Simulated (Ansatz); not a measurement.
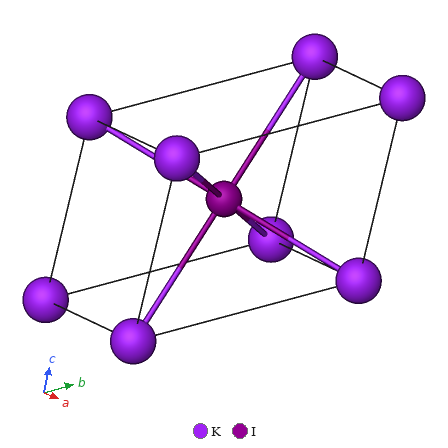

System: KI, space group Fm-3m (No. 225). The picture shows the cell.

The given structure:
```
CELL_PARAMETERS angstrom
0.00000 3.52455 3.52455
3.52455 0.00000 3.52455
3.52455 3.52455 0.00000
ATOMIC_POSITIONS crystal
K 0.00000 0.00000 0.00000
I 0.50000 0.50000 0.50000
```

Computed with Ansatz 0.2.0: one atom of a crystal moved over a plane, all else fixed, by plane-wave density functional theory with PAW datasets, free energies less that of the undisturbed cell. Level: PBE, no spin polarisation.

```csv
setting,value
wave cutoff,420 eV
k mesh,6×6×6
occupations,Gaussian
smearing width,0.05 eV
k shift,"(0, 0, 0) (mesh steps)"
start,as given
moved atom,1
direction 1,"(0.7071, 0.7071, 0) (Cartesian unit vector)"
direction 2,"(0, 0, 1) (Cartesian unit vector)"
```

Describe the result: the map of the energy change over displacement d2 and displacement d1. The grid: displacement d2 −0.3, −0.15, 0, 0.15, 0.3 Å; displacement d1 −0.3, −0.15, 0, 0.15, 0.3 Å.

At the origin the energy is lower than all eight neighbouring grid points, so a minimum lies at or close to the given structure. The energy change is least, 0.0000 eV/cell, at displacement d2 of 0 Å and displacement d1 of 0 Å, and largest, 0.1015 eV/cell, at displacement d2 of −0.3 Å and displacement d1 of −0.3 Å (and at equivalent points).

Energy change (eV/cell); rows displacement d1 (Å), columns displacement d2 (Å):
```tsv
	-0.3	-0.15	0	0.15	0.3
-0.3	0.1015	0.0630	0.0516	0.0630	0.1015
-0.15	0.0674	0.0252	0.0126	0.0252	0.0674
0	0.0564	0.0129	0.0000	0.0129	0.0564
0.15	0.0674	0.0252	0.0126	0.0252	0.0674
0.3	0.1015	0.0630	0.0516	0.0630	0.1015
```

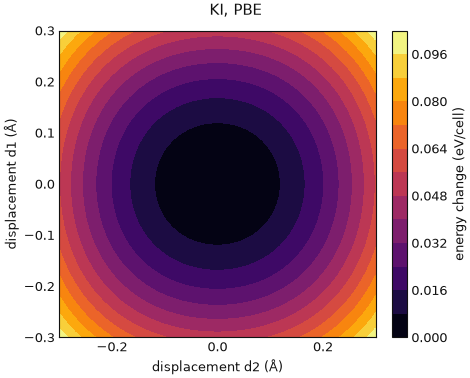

Note: reference crystal is not relaxed.
